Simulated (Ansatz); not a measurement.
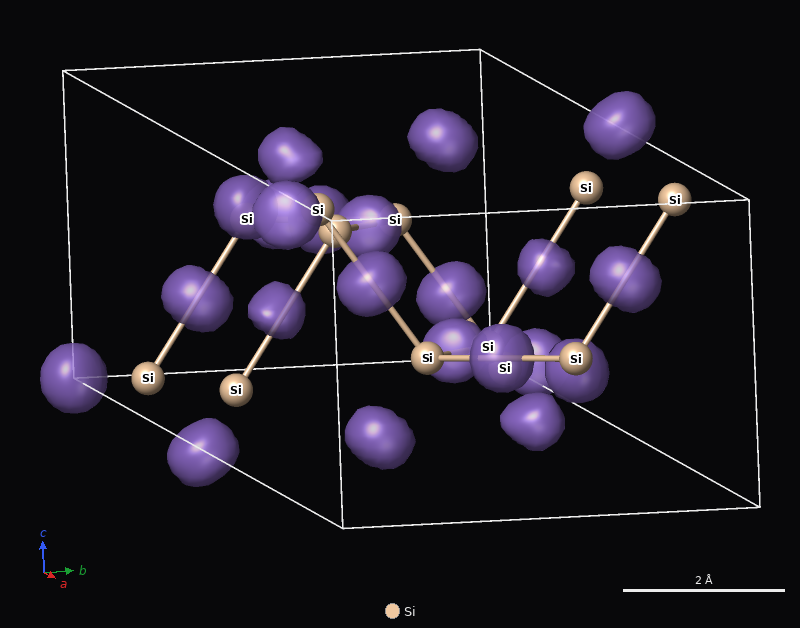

Figure. Si. Isosurface of the ELF at 0.9 (purple), seen slightly off an axis. Core shells and regions of very low density are left out. Sticks mark near contacts.

Space group P2₁/c; a point of a scan over the structure, not its minimum; not relaxed (largest force 1.1 eV/Å); PAW files of the earlier set (soft_1).

The calculation used DFT PBEsol, scalar-relativistic, plane waves, PAW (Ansatz 0.2.0).

Core electrons are frozen (PAW), and the valence fields are smoothed inside the atomic spheres.

### Where are the electrons localised?

The ELF exceeds this value in 22 regions between bonded Si–Si atoms, counted in one cell of 12 atoms. Regions shared between cells count once.

Values along the shortest contacts:
Si–Si (2.35 Å): the ELF peaks at about 0.95 between the atoms.
